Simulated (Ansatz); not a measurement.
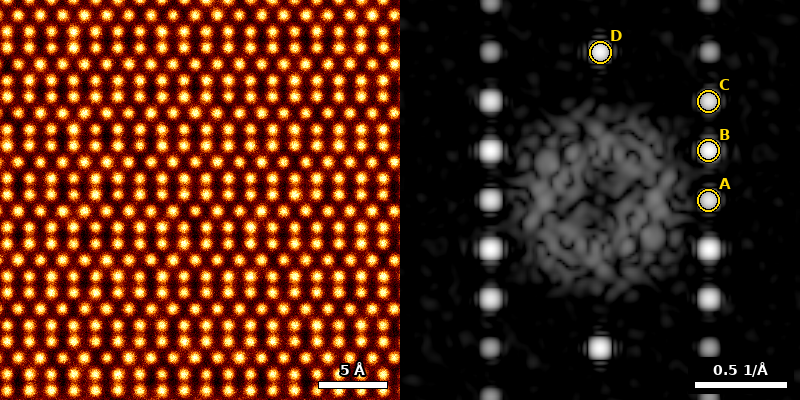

Integrated-DPC-like image of a crystal. Simulated as the projected potential of neutral atoms (B = 0.5 Å²) blurred by a 0.53 Å probe, the thin-sample limit of integrated differential phase contrast. Shot noise and the speckle of an amorphous layer were added.

The right panel is the modulus of the image's Fourier transform on a logarithmic scale.

Q: Which lattice spacings do the marked spots stand for, and what angle do A and B enclose?

A: 1.7 Å, B: 1.5 Å, C: 1.2 Å, D: 1.2 Å; A and B enclose about 24°.

The crystal is Ru (P6/mmm, No. 191) along [102]; the spots are (-2 1 1), (-2 0 1), (-2 -1 1) and (0 -3 0). Atomic positions: coordinates from a relaxation with DFT, r2SCAN, plane waves (500 eV) with PAW, scalar-relativistic in Ansatz 0.2.0; the starting structure was generated, so it need not be a known form of this composition.
